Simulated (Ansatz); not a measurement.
**A series of single points on Cu$_{2}$O**

System: Cu$_{2}$O (Pn-3m, 6 atoms in the cell).
Method: DFT rPW86-PBE + rVV10, scalar-relativistic, plane waves, PAW, no spin polarisation (Ansatz 0.2.0).

The 7 runs differ only in the geometry, by an even scaling of the cell at fixed fractional positions. The structure derives from an entry of the Crystallography Open Database.

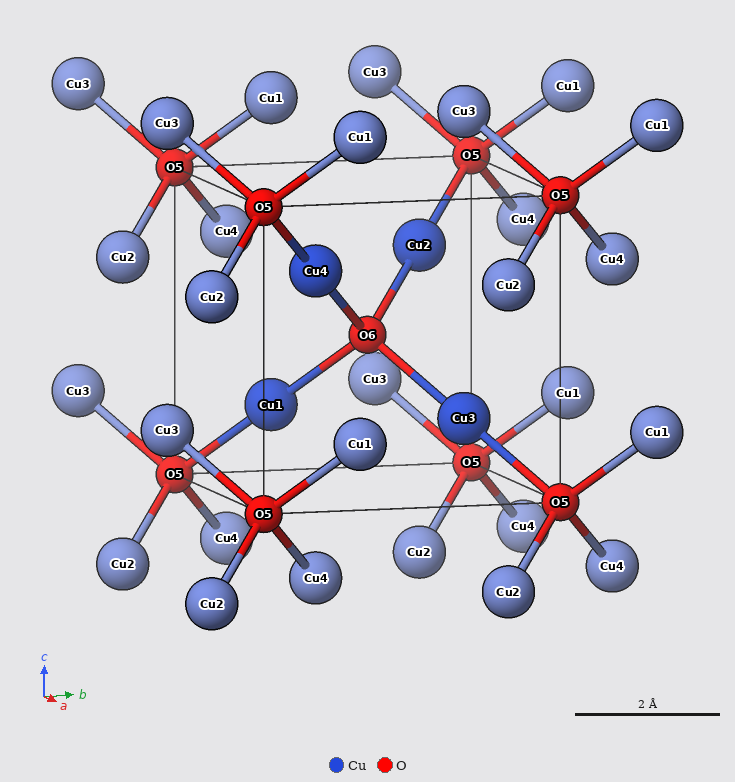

Figure 1. The structure of run 4 (ball-and-stick view of the cell of the calculation, seen slightly off an axis; neighbours outside the cell are drawn fainter; atoms are numbered from 1 in the order of the input). An atom can appear more than once, as a periodic image.

**Input of run 4**
```yaml
crystal:
  lattice:
    - [4.3026410618, 0.0, 0.0]
    - [0.0, 4.3026410618, 0.0]
    - [0.0, 0.0, 4.3026410618]
  atoms:
    - { symbol: Cu, position: [0.25, 0.25, 0.25] }
    - { symbol: Cu, position: [0.25, 0.75, 0.75] }
    - { symbol: Cu, position: [0.75, 0.75, 0.25] }
    - { symbol: Cu, position: [0.75, 0.25, 0.75] }
    - { symbol: O, position: [0.0, 0.0, 0.0] }
    - { symbol: O, position: [0.5, 0.5, 0.5] }
basis:
  ecutwfc: 420
  ecutrho_ratio: 4
kpoints:
  mp_grid: { grid: [6, 6, 6] }
hamiltonian:
  xc: { exchange: rpw86, correlation: pbe }
  dispersion: rvv10
scf:
  occupations: { method: gaussian, width: 0.05 }
output:
  forces: true
  stress: true
  eigenvalues: true
```

Command:
```bash
ansatz run input.yaml --threads 4 --pin off --max-ram 8192MiB --backend cpu --events-out ev --progress --plain --runs-dir out
```

Lattice vectors (Å) and fractional positions of run 4:
```
   4.302641    0.000000    0.000000
   0.000000    4.302641    0.000000
   0.000000    0.000000    4.302641
Cu  0.250000  0.250000  0.250000
Cu  0.250000  0.750000  0.750000
Cu  0.750000  0.750000  0.250000
Cu  0.750000  0.250000  0.750000
O   0.000000  0.000000  0.000000
O   0.500000  0.500000  0.500000
```

Run 3 differs from it as follows:
```diff
-    - [4.3026410618, 0.0, 0.0]
-    - [0.0, 4.3026410618, 0.0]
-    - [0.0, 0.0, 4.3026410618]
+    - [4.2832620094, 0.0, 0.0]
+    - [0.0, 4.2832620094, 0.0]
+    - [0.0, 0.0, 4.2832620094]
```

**Results, with one run withheld**

```tsv
run	volume per atom (Å³)	free energy per atom, from the lowest run given (meV)	pressure (GPa)	gap on the mesh (eV)
1	12.830	8.22	5.13	0.59
2	12.885	6.62	4.55	0.58
3	13.097	?	?	?
4	13.276	0.27	0.77	0.51
5	13.364	0.00	0.00	0.50
6	13.632	1.82	−2.18	0.46
7	13.899	7.18	−4.12	0.42
```

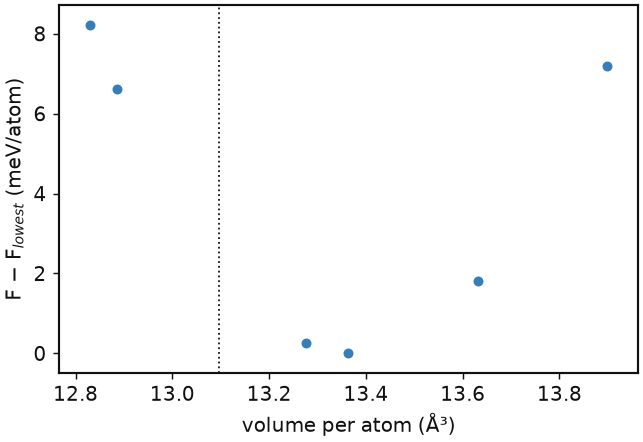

Figure 2. Free energy per atom of the runs given; the dotted line marks run 3.

Estimate the energy of run 3 from the others.

A cubic polynomial in V^(−2/3) (the Birch–Murnaghan form), fitted to the 6 runs given, misses them by at most 0.02 meV per atom. With x = V^(−2/3) − 0.17809 Å⁻², it reads F = 0.13103 + 393.07 x + 3.3976e+05 x² − 1.5537e+06 x³ (meV per atom). At run 3 it gives 2.07 meV per atom, and the run itself gives 2.02. The slope of the fit gives a pressure −dF/dV of 2.44 GPa there, and the run prints 2.42 GPa. The fit has its minimum at 13.371 Å³ per atom, where V d²F/dV² gives 115 GPa: the bulk modulus at this level, since symmetry fixes the shape and the positions. The gap on the mesh goes, without turning, from 0.59 eV in run 1 to 0.42 eV in run 7; run 3 has 0.55 eV. These are gaps of this functional on this mesh, which can miss the band edges; they aren't the measured gap.

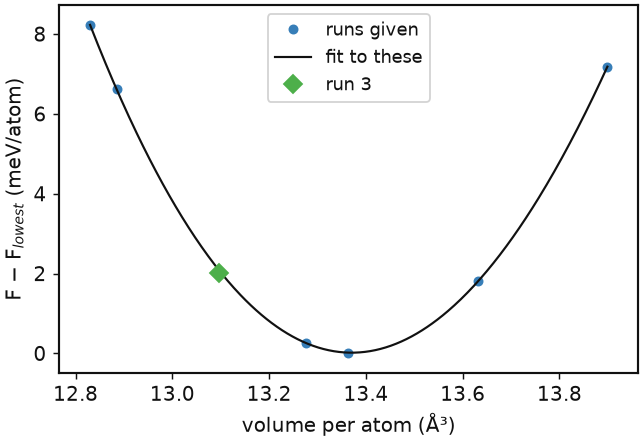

Figure 3. The fit and the withheld run.

**Output, shortened to warnings, some set-up lines, iterations and results (run 3)**
```
Basis set: ecut = 420 eV, 1551 PW (Γ), exchange–correlation on 60×60×60 points (8 copies of the dense FFT grid, shifted against one another)
Symmetry: 48 space group operations
k-points: 20 of 216
Initial density: superposition of atomic densities (neutral atoms: chi_scale 0, normalization atom), corrected by the library's trained network
[...]
SCF iter   1: F=—  HF=-27746.126082 eV  |F-HF|=—  |Δ(HF+E_count)|=         —  Δρ=2.51e-2  dr2=2.79e-1  ethr=1.77e-3  ⟨swp⟩=6.2  Hψ=3851  notcnv=0  defer=2
SCF iter   2: F=—  HF=-27746.141980 eV  |F-HF|=—  |Δ(HF+E_count)|=   1.59e-2  Δρ=1.93e-2  dr2=1.60e-1  ethr=3.17e-4  ⟨swp⟩=3.2  Hψ=2143  notcnv=0  defer=62
SCF iter   3: F=—  HF=-27746.094794 eV  |F-HF|=—  |Δ(HF+E_count)|=   4.72e-2  Δρ=2.76e-3  dr2=2.89e-3  ethr=1.81e-4  ⟨swp⟩=2.0  Hψ=1535  notcnv=0  defer=42
SCF iter   4: F=—  HF=-27746.101255 eV  |F-HF|=—  |Δ(HF+E_count)|=   6.46e-3  Δρ=1.08e-3  dr2=5.58e-4  ethr=3.29e-6  ⟨swp⟩=2.3  Hψ=1573  notcnv=0  defer=42
SCF iter   5: F=—  HF=-27746.102215 eV  |F-HF|=—  |Δ(HF+E_count)|=   9.60e-4  Δρ=5.85e-4  dr2=2.19e-4  ethr=6.34e-7  ⟨swp⟩=2.0  Hψ=1506  notcnv=0  defer=26
SCF iter   6: F=—  HF=-27746.102176 eV  |F-HF|=—  |Δ(HF+E_count)|=   3.94e-5  Δρ=1.36e-4  dr2=6.72e-6  ethr=2.49e-7  ⟨swp⟩=2.2  Hψ=1444  notcnv=0  defer=26
SCF iter   7: F=—  HF=-27746.102185 eV  |F-HF|=—  |Δ(HF+E_count)|=   9.46e-6  Δρ=3.88e-5  dr2=7.90e-7  ethr=7.63e-9  ⟨swp⟩=2.0  Hψ=1388  notcnv=0  defer=26
SCF iter   8: F=-27746.102186 eV  HF=-27746.102186 eV  |F-HF|=1.46e-8  |Δ(HF+E_count)|=   4.99e-8  Δρ=4.88e-6  dr2=1.51e-8  ethr=1.14e-10  ⟨swp⟩=7.4  Hψ=3875  notcnv=0
SCF 1 converged in 8 iterations: F = -27746.102186 eV  dr2 = 1.51e-8
SCF converged after 8 iterations
Free energy (F): -27746.102186 eV
Harris-Foulkes:  -27746.102186 eV  (|F-HF|=1.46e-8)
Internal energy: -27746.102186 eV  (E = F + TS)
E sigma→0 (E₀):  -27746.102186 eV
Fermi energy:    10.952505 eV
--- Per-component energies (eV) ---
  E_band       = -1857.032818
  E_kinetic    = 1546.506468
  E_local      = -19809.145329  (includes V_loc(G=0)·N_el)
  E_nonlocal   = 1644.601816
  E_hartree    = 8650.924037
  E_xc         = -492.566530
  E_vxc        = -638.310474  (∫ρ·V_xc dr)
  E_paw        = -7101.964692  (= ΣΔE_a)
  E_vpaw       = -1902.540532  (= ΣTr[D̂ρ^β])
  E_aug_tail   = 0.007572  (compensation charges beyond the density's cutoff)
  E_ewald      = -12183.729098
  E_core_change = -0.736429  (= ΣΔE_core)
  E_smearing   = -0.000000  (= −TS)
  E_closure    = -0.000000  (closes the sum)
  Σ components = -27746.102186   (vs F -27746.102186, Δ=0.00e0)
--- Forces (eV/Å), atoms counted from 1 ---
  atom   1  Cu     0.00000000    -0.00000000    -0.00000000
  atom   2  Cu     0.00000000    -0.00000000    -0.00000000
  atom   3  Cu     0.00000000    -0.00000000    -0.00000000
  atom   4  Cu     0.00000000    -0.00000000     0.00000000
  atom   5  O     -0.00000000     0.00000000    -0.00000000
  atom   6  O     -0.00000000    -0.00000000     0.00000000
  max |Σ_I F_I| component: 2.31e-18 eV/Å
--- Stress (GPa, compression-positive) ---
        2.423144       0.000000       0.000000
        0.000000       2.423144       0.000000
        0.000000       0.000000       2.423144
  P = ⅓ Tr σ = 2.4231 GPa (24.231 kbar)
```
